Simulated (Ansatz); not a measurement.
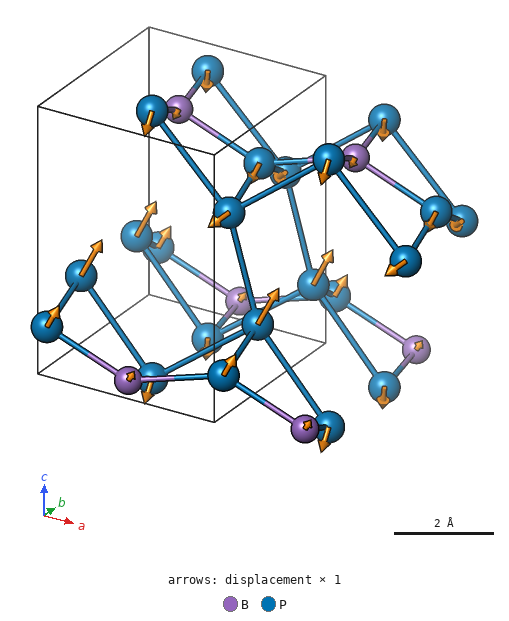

This is a relaxation of a crystal of BP4 (a generated structure, set up in Pm) (coarse preliminary run). The starting structure is drawn; orange arrows show the displacements (the part carried along by the change of the cell is left out), at their true length.

A ball-and-stick model of the cell of the calculation, repeated 2 × 1 × 1 with one cell outlined, seen slightly off an axis.

Level of theory: DFT PBE, scalar-relativistic, plane waves, PAW in Ansatz. Settings: plane-wave cutoff 420 eV; k-point mesh 6 × 2 × 4; occupations gaussian; smearing width 0.1 eV; no spin polarisation; cell and atoms relaxed; force threshold 0.04 eV/Å; at most 70 steps.

Q: Atoms of which element are displaced furthest, and by how much?

A: Phosphorus: up to 0.89 Å, against 0.27 Å for boron.

Q: What happened in the run?

A: The largest moves relative to the cell, 0.89 Å, are those of P atoms. Largest moves by element: P 0.89 Å, B 0.27 Å. The drawn cell changes as follows: a 3.791 → 3.263 Å (−13.9 %), b 8.302 → 7.078 Å (−14.7 %), c 5.517 → 7.241 Å (+31.3 %), β 102.1° → 103.0°; the volume changes by −4.0 %. Among the contacts that change: P–P 4.098 → 2.665 Å, P–P 2.521 → 3.943 Å, P–P 2.537 → 3.939 Å, P–P 3.447 → 2.306 Å. New bonds form, among them: P–P (3.45 → 2.31 Å). Bond angles that change, for instance: P–B–P 159.2° → 101.7°, P–B–P 142.7° → 111.3°, B–P–B 142.7° → 111.3°. The space group stays Pm (No. 6). The energy falls by 251 meV per atom in 20 accepted moves (23 points after the start). Largest force component: 0.48 eV/Å at the start, 0.015 eV/Å at the end. The pressure goes from −0.28 to 0.07 GPa. The line search rejected the trial step at point 15 of the run. At 2 points the geometry stayed and the basis and grid were re-selected for the new cell (energy shift of 17.1 meV per atom at most each time). Cost: 6.7 min on 1 thread of Arm Neoverse V2, with other jobs on the host, peak memory 0.43 GiB.

Limits of the set-up: the k-point mesh is coarse for a cell with partly filled bands.
